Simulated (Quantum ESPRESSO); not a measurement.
System: InP (space group F-43m).

Method: plane-wave DFT, no spin polarisation; energies at scaled volumes of the given cell, shape and fractions fixed, counted from the fit's minimum, third-order Birch-Murnaghan fit (Quantum ESPRESSO 7.5). All runs: no spin polarisation.

k mesh 8×8×8; occupations Fermi–Dirac; smearing width 0.05 eV; potentials PseudoDojo 0.4.1 SR PBE standard; wave cutoff 952.4 eV; density cutoff 3810 eV.

Predict the energy against volume, with one curve for each functional. The cases: RGE2; N12.

The fitted equilibrium volumes, smallest first, are N12 25.718, RGE2 25.857 Å³/atom. The fitted bulk moduli, smallest first, are RGE2 63.4, N12 65.4 GPa.

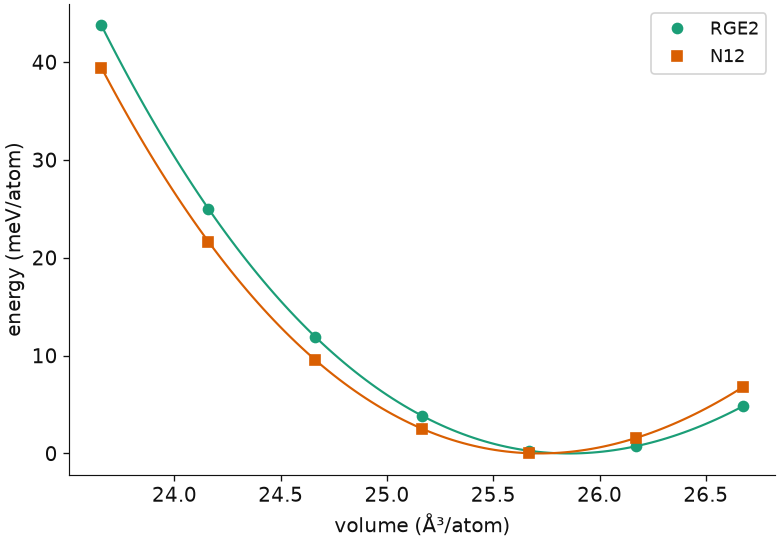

Limits of the calculation: potentials made for another functional.
